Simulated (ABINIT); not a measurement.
## Geometry relaxation, with input and output: HgTe (part 1 of 3)

System: HgTe (F-43m, 2 atoms in the cell).
Method: Kohn-Sham DFT of a periodic cell, PBE, SPMS NC PBE v1.0, no spin polarisation (ABINIT 10.8.3).

The structure derives from an entry of the Crystallography Open Database.

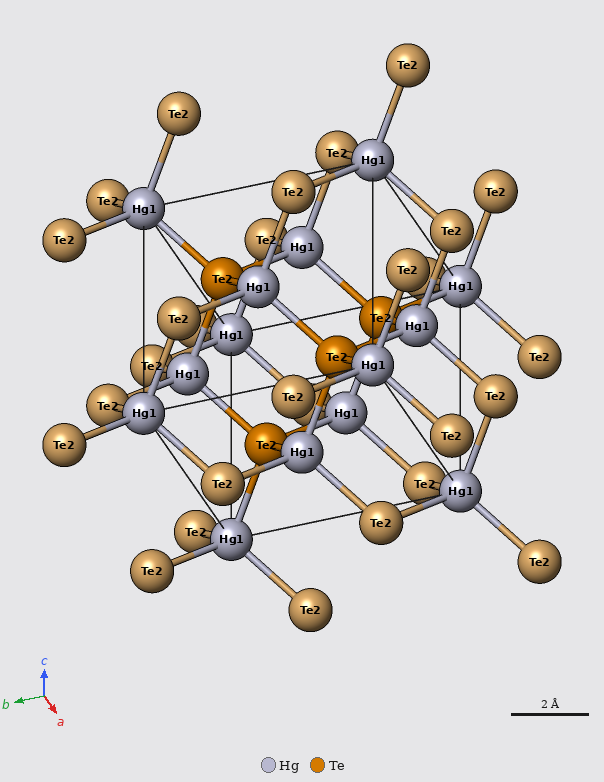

Figure 1. The input geometry (ball-and-stick view of the cell 4 times as large as that of the calculation, set on its symmetry axes, seen at an oblique angle; neighbours outside the cell are drawn fainter; atoms are numbered from 1 in the order of the input). An atom can appear more than once, as a periodic image.

### Input file
```
# Pseudopotentials
pp_dirpath "./"
pseudos "80_Hg_20_1.9_2.5_pbe_n_v1.0.psp8, 52_Te_16_2.3_2.3_pbe_n_v1.0.psp8"

# Structure
acell 3*1.0 Angstrom
rprim
     0.0000000000     3.2145000000     3.2145000000
     3.2145000000     0.0000000000     3.2145000000
     3.2145000000     3.2145000000     0.0000000000
ntypat 2
znucl 80 52
natom 2
typat 1 2
chkprim 0
chksymtnons 0
tolsym 1.0e-6
xred
            0.0            0.0            0.0
            3/4            3/4            3/4

# Plane-wave basis
ecut 26.0
ecutsm 0.5

# k points
kptopt 1
ngkpt 5 5 5
nshiftk 1
shiftk 0.0 0.0 0.0

# Exchange and correlation
ixc 11

# Bands and occupations
nband 22
occopt 3
tsmear 0.05 eV

# SCF cycle
nstep 80
tolvrs 1.0e-12

# Output
iomode 3
prteig 0
prtebands 0
prtwf 0
prtden 0

# Relaxation
ionmov 2
optcell 2
ntime 50
tolmxf 2.0e-5
dilatmx 1.08
```

Launched with:
```bash
mpirun --bind-to none -np 4 abinit run.abi > log 2>&1
```

### Log
```
.Version 10.8.3 of ABINIT
 Symmetries : space group F-4 3 m (#216); Bravais cF (face-center cubic)
================================================================================
 Values of the parameters that define the memory need of the present run
     intxc =       0    ionmov =       2      iscf =       7    lmnmax =       7
     lnmax =       7     mgfft =      45  mpssoang =       4    mqgrid =    3001
     natom =       2  nloc_mem =       1    nspden =       1   nspinor =       1
    nsppol =       1      nsym =      24    n1xccc =    2501    ntypat =       2
    occopt =       3   xclevel =       2
       mpw =        3591          nfft =       91125          nkpt =          10
================================================================================
================================================================================

--------------------------------------------------------------------------------
------------- Echo of variables that govern the present computation ------------
--------------------------------------------------------------------------------
 -outvars: echo values of preprocessed input variables --------
            acell      1.8897261259E+00  1.8897261259E+00  1.8897261259E+00 Bohr
              amu      2.00590000E+02  1.27600000E+02
          chkprim           0
      chksymtnons           0
          dilatmx      1.08000000E+00
             ecut      2.60000000E+01 Hartree
           ecutsm      5.00000000E-01 Hartree
           ionmov           2
              ixc          11
         kptrlatt        5    0    0      0    5    0      0    0    5
          kptrlen      4.29533756E+01
            natom           2
            nband          22
            ngfft          45      45      45
             nkpt          10
            nstep          80
             nsym          24
            ntime          50
           ntypat           2
           occopt           3
          optcell           2
           prtden           0
        prtebands           0
           prteig           0
            prtwf           0
            rprim      0.0000000000E+00  3.2145000000E+00  3.2145000000E+00
                       3.2145000000E+00  0.0000000000E+00  3.2145000000E+00
                       3.2145000000E+00  3.2145000000E+00  0.0000000000E+00
          spgroup         216
           tolmxf      2.00000000E-05
           tolsym      1.00000000E-06
           tolvrs      1.00000000E-12
           tsmear      1.83746611E-03 Hartree
            typat      1  2
           xangst      0.0000000000E+00  0.0000000000E+00  0.0000000000E+00
                       4.8217500000E+00  4.8217500000E+00  4.8217500000E+00
            xcart      0.0000000000E+00  0.0000000000E+00  0.0000000000E+00
                       9.1117869476E+00  9.1117869476E+00  9.1117869476E+00
             xred      0.0000000000E+00  0.0000000000E+00  0.0000000000E+00
                       7.5000000000E-01  7.5000000000E-01  7.5000000000E-01
            znucl       80.00000   52.00000

================================================================================

 chkinp: Checking input parameters for consistency.

================================================================================
== DATASET  1 ==================================================================

--- !DatasetInfo
iteration_state: {dtset: 1, }
dimensions: {natom: 2, nkpt: 10, mband: 22, nsppol: 1, nspinor: 1, nspden: 1, mpw: 3591, }
cutoff_energies: {ecut:  26.0, pawecutdg:  -1.0, }
electrons: {nelect:   3.60000000E+01, charge:   0.00000000E+00, occopt:   3.00000000E+00, tsmear:   1.83746611E-03, }
meta: {optdriver: 0, ionmov: 2, optcell: 2, iscf: 7, paral_kgb: 0, }
...

 Exchange-correlation functional for the present dataset will be:
  GGA: Perdew-Burke-Ernzerhof functional - ixc=11
  J.P.Perdew, K.Burke, M.Ernzerhof, PRL 77, 3865 (1996)

 Real(R)+Recip(G) space primitive vectors, cartesian coordinates (Bohr,Bohr^-1):
 R(1)=  0.0000000  6.0745246  6.0745246  G(1)= -0.0823110  0.0823110  0.0823110
 R(2)=  6.0745246  0.0000000  6.0745246  G(2)=  0.0823110 -0.0823110  0.0823110
 R(3)=  6.0745246  6.0745246  0.0000000  G(3)=  0.0823110  0.0823110 -0.0823110
 Unit cell volume ucvol=  4.4829809E+02 bohr^3
 Angles (23,13,12)=  6.00000000E+01  6.00000000E+01  6.00000000E+01 degrees

 getcut: wavevector=  0.0000  0.0000  0.0000  ngfft=  45  45  45
         ecut(hartree)=     30.326   => boxcut(ratio)=   2.06609

--- Pseudopotential description ------------------------------------------------
- pspini: atom type   1  psp file is ./80_Hg_20_1.9_2.5_pbe_n_v1.0.psp8
  80.00000  20.00000    220729                znucl, zion, pspdat
    8   11    3    4       600   0.00000      pspcod,pspxc,lmax,lloc,mmax,r2well
    5.99000000000000    5.00000000000000    0.00000000000000   rchrg,fchrg,qchrg
     nproj     2     2     2     1
     extension_switch     1

- pspini: atom type   2  psp file is ./52_Te_16_2.3_2.3_pbe_n_v1.0.psp8
  52.00000  16.00000    220731                znucl, zion, pspdat
    8   11    2    4       600   0.00000      pspcod,pspxc,lmax,lloc,mmax,r2well
    5.99000000000000    5.00000000000000    0.00000000000000   rchrg,fchrg,qchrg
     nproj     2     2     2
     extension_switch     1

   2.73335181E+03                                ecore*ucvol(ha*bohr**3)
--------------------------------------------------------------------------------

================================================================================

=== [ionmov= 2] Broyden-Fletcher-Goldfarb-Shanno method (forces)
================================================================================

--- Iteration: ( 1/50) Internal Cycle: (1/1)
--------------------------------------------------------------------------------

---SELF-CONSISTENT-FIELD CONVERGENCE--------------------------------------------

--- !BeginCycle
iteration_state: {dtset: 1, itime: 1, icycle: 1, }
solver: {iscf: 7, nstep: 80, nline: 4, wfoptalg: 0, }
tolerances: {tolvrs: 1.00E-12, }
...

     iter   Etot(hartree)      deltaE(h)  residm     vres2
 ETOT  1  -262.68180417463    -2.627E+02 1.100E-01 9.172E+01
 ETOT  2  -262.85205745021    -1.703E-01 1.063E-03 1.168E+01
 ETOT  3  -262.85377501780    -1.718E-03 2.050E-04 7.176E-01
 ETOT  4  -262.85383855583    -6.354E-05 1.415E-04 8.673E-02
 ETOT  5  -262.85384456557    -6.010E-06 2.781E-05 1.062E-02
 ETOT  6  -262.85384512732    -5.618E-07 2.039E-05 4.460E-04
 ETOT  7  -262.85384515747    -3.015E-08 4.066E-06 1.967E-06
 ETOT  8  -262.85384515760    -1.295E-10 3.037E-06 1.148E-07
 ETOT  9  -262.85384515761    -1.148E-11 6.077E-07 1.037E-08
 ETOT 10  -262.85384515761    -1.933E-12 4.619E-07 7.051E-10
 ETOT 11  -262.85384515762    -5.684E-12 9.241E-08 1.060E-11
 ETOT 12  -262.85384515761     6.651E-12 7.100E-08 1.208E-13

 At SCF step   12       vres2   =  1.21E-13 < tolvrs=  1.00E-12 =>converged.

 Cartesian components of stress tensor (hartree/bohr^3)
  sigma(1 1)= -1.60269587E-04  sigma(3 2)=  0.00000000E+00
  sigma(2 2)= -1.60269587E-04  sigma(3 1)=  0.00000000E+00
  sigma(3 3)= -1.60269587E-04  sigma(2 1)=  0.00000000E+00

--- !ResultsGS
iteration_state: {dtset: 1, itime: 1, icycle: 1, }
comment   : Summary of ground state results
lattice_vectors:
- [  0.0000000,   6.0745246,   6.0745246, ]
- [  6.0745246,   0.0000000,   6.0745246, ]
- [  6.0745246,   6.0745246,   0.0000000, ]
lattice_lengths: [   8.59068,    8.59068,    8.59068, ]
lattice_angles: [ 60.000,  60.000,  60.000, ] # degrees, (23, 13, 12)
lattice_volume:   4.4829809E+02
convergence: {deltae:  6.651E-12, res2:  1.208E-13, residm:  7.100E-08, diffor: null, }
etotal    :  -2.62853845E+02
entropy   :   0.00000000E+00
fermie    :   1.80480994E-01
cartesian_stress_tensor: # hartree/bohr^3
- [ -1.60269587E-04,   0.00000000E+00,   0.00000000E+00, ]
- [  0.00000000E+00,  -1.60269587E-04,   0.00000000E+00, ]
- [  0.00000000E+00,   0.00000000E+00,  -1.60269587E-04, ]
pressure_GPa:   4.7153E+00
xred      :
- [  0.0000E+00,   0.0000E+00,   0.0000E+00, Hg]
- [  7.5000E-01,   7.5000E-01,   7.5000E-01, Te]
cartesian_forces: # hartree/bohr
- [  1.66225675E-28,   1.66225675E-28,  -4.98677026E-28, ]
- [ -1.66225675E-28,  -1.66225675E-28,   4.98677026E-28, ]
force_length_stats: {min:   5.51308195E-28, max:   5.51308195E-28, mean:   5.51308195E-28, }
...

 Integrated electronic density in atomic spheres:
 ------------------------------------------------
 Atom  Sphere_radius  Integrated_density
    1        2.00000         16.50752399
    2        2.00000         11.95944287

---OUTPUT-----------------------------------------------------------------------

 Cartesian coordinates (xcart) [bohr]
  0.00000000000000E+00  0.00000000000000E+00  0.00000000000000E+00
  9.11178694759585E+00  9.11178694759585E+00  9.11178694759585E+00
 Reduced coordinates (xred)
  0.00000000000000E+00  0.00000000000000E+00  0.00000000000000E+00
  7.50000000000000E-01  7.50000000000000E-01  7.50000000000000E-01
 Cartesian forces (fcart) [Ha/bohr]; max,rms= 4.98677E-28 3.18298E-28 (free atoms)
  1.66225675241888E-28  1.66225675241888E-28 -4.98677025725664E-28
 -1.66225675241888E-28 -1.66225675241888E-28  4.98677025725664E-28
 Gradient of E wrt nuclear positions in reduced coordinates (gred)
  2.01948391736579E-27  2.01948391736579E-27 -2.01948391736579E-27
 -2.01948391736579E-27 -2.01948391736579E-27  2.01948391736579E-27
 Scale of Primitive Cell (acell) [bohr]
  1.88972612590778E+00  1.88972612590778E+00  1.88972612590778E+00
 Real space primitive translations (rprimd) [bohr]
  0.00000000000000E+00  6.07452463173057E+00  6.07452463173057E+00
  6.07452463173057E+00  0.00000000000000E+00  6.07452463173057E+00
  6.07452463173057E+00  6.07452463173057E+00  0.00000000000000E+00
 Unitary Cell Volume (ucvol) [Bohr^3]=  4.48298089408042E+02
 Angles (23,13,12)= [degrees]
  6.00000000000000E+01  6.00000000000000E+01  6.00000000000000E+01
 Lengths [Bohr]
  8.59067511916280E+00  8.59067511916280E+00  8.59067511916280E+00
 Stress tensor in cartesian coordinates (strten) [Ha/bohr^3]
 -1.60269587052404E-04  0.00000000000000E+00  0.00000000000000E+00
  0.00000000000000E+00 -1.60269587052404E-04  0.00000000000000E+00
  0.00000000000000E+00  0.00000000000000E+00 -1.60269587052403E-04
 Total energy (etotal) [Ha]= -2.62853845157610E+02

--- Iteration: ( 2/50) Internal Cycle: (1/1)
--------------------------------------------------------------------------------

---SELF-CONSISTENT-FIELD CONVERGENCE--------------------------------------------

--- !BeginCycle
iteration_state: {dtset: 1, itime: 2, icycle: 1, }
solver: {iscf: 7, nstep: 80, nline: 4, wfoptalg: 0, }
tolerances: {tolvrs: 1.00E-12, }
...

     iter   Etot(hartree)      deltaE(h)  residm     vres2
 ETOT  1  -262.83759003851    -2.628E+02 1.322E-05 1.311E+02
 ETOT  2  -262.85075298579    -1.316E-02 1.991E-05 1.852E+01
 ETOT  3  -262.85449489785    -3.742E-03 9.210E-05 3.147E+00
 ETOT  4  -262.85478831539    -2.934E-04 1.790E-05 2.190E-01
 ETOT  5  -262.85479794301    -9.628E-06 6.930E-06 3.448E-03
 ETOT  6  -262.85479811970    -1.767E-07 2.564E-07 4.421E-05
 ETOT  7  -262.85479812306    -3.366E-09 1.021E-07 1.299E-06
 ETOT  8  -262.85479812313    -7.213E-11 6.497E-09 3.980E-08
 ETOT  9  -262.85479812313     6.082E-12 3.550E-09 3.096E-09
 ETOT 10  -262.85479812312     6.935E-12 2.387E-10 3.568E-10
 ETOT 11  -262.85479812313    -6.537E-12 1.342E-10 1.214E-11
 ETOT 12  -262.85479812314    -8.129E-12 9.135E-12 1.549E-13

 At SCF step   12       vres2   =  1.55E-13 < tolvrs=  1.00E-12 =>converged.

 Cartesian components of stress tensor (hartree/bohr^3)
  sigma(1 1)= -1.33380125E-04  sigma(3 2)=  0.00000000E+00
  sigma(2 2)= -1.33380125E-04  sigma(3 1)=  0.00000000E+00
  sigma(3 3)= -1.33380125E-04  sigma(2 1)=  0.00000000E+00

--- !ResultsGS
iteration_state: {dtset: 1, itime: 2, icycle: 1, }
comment   : Summary of ground state results
lattice_vectors:
- [  0.0000000,   6.1037315,   6.1037315, ]
- [  6.1037315,   0.0000000,   6.1037315, ]
- [  6.1037315,   6.1037315,   0.0000000, ]
lattice_lengths: [   8.63198,    8.63198,    8.63198, ]
lattice_angles: [ 60.000,  60.000,  60.000, ] # degrees, (23, 13, 12)
lattice_volume:   4.5479560E+02
convergence: {deltae: -8.129E-12, res2:  1.549E-13, residm:  9.135E-12, diffor: null, }
etotal    :  -2.62854798E+02
entropy   :   0.00000000E+00
fermie    :   1.73977833E-01
cartesian_stress_tensor: # hartree/bohr^3
- [ -1.33380125E-04,   0.00000000E+00,   0.00000000E+00, ]
- [  0.00000000E+00,  -1.33380125E-04,   0.00000000E+00, ]
- [  0.00000000E+00,   0.00000000E+00,  -1.33380125E-04, ]
pressure_GPa:   3.9242E+00
xred      :
- [ -4.1047E-29,  -4.1047E-29,   6.8411E-29, Hg]
- [  7.5000E-01,   7.5000E-01,   7.5000E-01, Te]
cartesian_forces: # hartree/bohr
- [  5.51434240E-30,   5.51434240E-30,  -1.65430272E-29, ]
- [ -5.51434240E-30,  -5.51434240E-30,   1.65430272E-29, ]
force_length_stats: {min:   1.82890047E-29, max:   1.82890047E-29, mean:   1.82890047E-29, }
...

 Integrated electronic density in atomic spheres:
 ------------------------------------------------
 Atom  Sphere_radius  Integrated_density
    1        2.00000         16.49512512
    2        2.00000         11.93742502

---OUTPUT-----------------------------------------------------------------------

 Cartesian coordinates (xcart) [bohr]
  1.67024902851744E-28  1.67024902851744E-28 -5.01074708555232E-28
  9.15559721753787E+00  9.15559721753787E+00  9.15559721753787E+00
 Reduced coordinates (xred)
 -4.10465884952381E-29 -4.10465884952381E-29  6.84109808253968E-29
  7.50000000000000E-01  7.50000000000000E-01  7.50000000000000E-01
 Cartesian forces (fcart) [Ha/bohr]; max,rms= 1.65430E-29 1.05592E-29 (free atoms)
  5.51434240001678E-30  5.51434240001678E-30 -1.65430272000503E-29
 -5.51434240001678E-30 -5.51434240001678E-30  1.65430272000503E-29
 Gradient of E wrt nuclear positions in reduced coordinates (gred)
  6.73161305788597E-29  6.73161305788597E-29 -6.73161305788597E-29
 -6.73161305788597E-29 -6.73161305788597E-29  6.73161305788597E-29
 Scale of Primitive Cell (acell) [bohr]
  8.63197983777829E+00  8.63197983777829E+00  8.63197983777829E+00
 Real space primitive translations (rprimd) [bohr]
  0.00000000000000E+00  6.10373147835858E+00  6.10373147835858E+00
  6.10373147835858E+00  0.00000000000000E+00  6.10373147835858E+00
  6.10373147835858E+00  6.10373147835858E+00  0.00000000000000E+00
 Unitary Cell Volume (ucvol) [Bohr^3]=  4.54795599578115E+02
 Angles (23,13,12)= [degrees]
  6.00000000000000E+01  6.00000000000000E+01  6.00000000000000E+01
 Lengths [Bohr]
  8.63197983777828E+00  8.63197983777828E+00  8.63197983777828E+00
 Stress tensor in cartesian coordinates (strten) [Ha/bohr^3]
 -1.33380125300266E-04  0.00000000000000E+00  0.00000000000000E+00
  0.00000000000000E+00 -1.33380125300266E-04  0.00000000000000E+00
  0.00000000000000E+00  0.00000000000000E+00 -1.33380125300264E-04
 Total energy (etotal) [Ha]= -2.62854798123137E+02

 Difference of energy with previous step (new-old):
           Absolute (Ha)=-9.52966E-04
           Relative     =-3.62545E-06

--- Iteration: ( 3/50) Internal Cycle: (1/1)
--------------------------------------------------------------------------------

---SELF-CONSISTENT-FIELD CONVERGENCE--------------------------------------------

--- !BeginCycle
iteration_state: {dtset: 1, itime: 3, icycle: 1, }
solver: {iscf: 7, nstep: 80, nline: 4, wfoptalg: 0, }
tolerances: {tolvrs: 1.00E-12, }
...

     iter   Etot(hartree)      deltaE(h)  residm     vres2
 ETOT  1  -261.73444429104    -2.617E+02 1.501E-04 6.679E+03
 ETOT  2  -262.49489725233    -7.605E-01 3.346E-03 1.831E+03
 ETOT  3  -262.85571980101    -3.608E-01 7.957E-03 1.968E+01
 ETOT  4  -262.85707083936    -1.351E-03 6.741E-05 6.229E+00
 ETOT  5  -262.85727155279    -2.007E-04 2.828E-05 9.658E-01
 ETOT  6  -262.85736994556    -9.839E-05 3.836E-05 2.820E-03
 ETOT  7  -262.85737007201    -1.264E-07 1.707E-06 1.024E-04
 ETOT  8  -262.85737008400    -1.199E-08 9.028E-07 1.341E-05
 ETOT  9  -262.85737008549    -1.486E-09 5.471E-08 2.552E-07
 ETOT 10  -262.85737008550    -1.177E-11 3.968E-08 2.889E-08
 ETOT 11  -262.85737008551    -8.413E-12 2.218E-09 1.994E-09
 ETOT 12  -262.85737008550     7.276E-12 1.801E-09 3.714E-11
 ETOT 13  -262.85737008550     9.663E-13 1.003E-10 3.273E-13

 At SCF step   13       vres2   =  3.27E-13 < tolvrs=  1.00E-12 =>converged.
```
